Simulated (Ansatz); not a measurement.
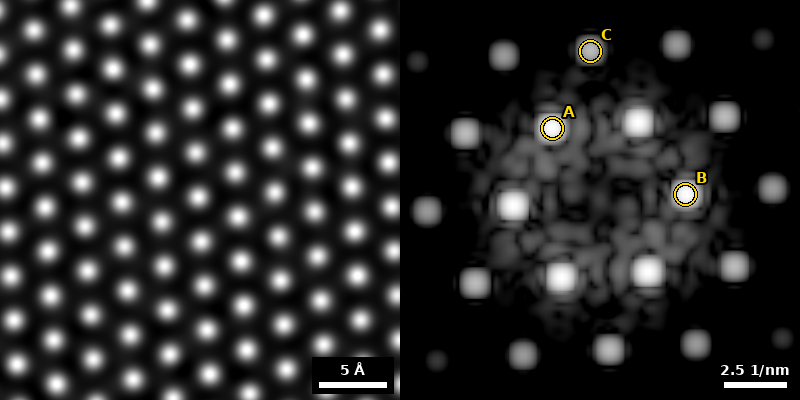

HAADF-like image of Tm (Im-3m, No. 229) along [111]. Simulated incoherent Z contrast: every atom adds Z^1.7 spread by a probe of 1.30 Å full width; channelling and multiple scattering are left out. The probe carries 15 % of its weight in a tail 2.5 times as wide. The speckle of an amorphous layer was added. Structure: the input geometry of a calculation; the starting structure was generated, so it need not be a known form of this composition.

The right panel is the modulus of the image's Fourier transform on a logarithmic scale.

a = 4.075 Å, b = 4.075 Å, c = 4.075 Å, α = 90.00°, β = 90.00°, γ = 90.00°

**Index the marked spots and give their plane spacings (the zone axis points at the viewer; indices equivalent by symmetry, or all signs reversed, are as good).**

A: (-1 0 1), d = 2.88 Å; B: (0 1 -1), d = 2.88 Å; C: (-2 1 1), d = 1.66 Å. A and B enclose 120°, and every spot obeys the zone law hu + kv + lw = 0 for [111].
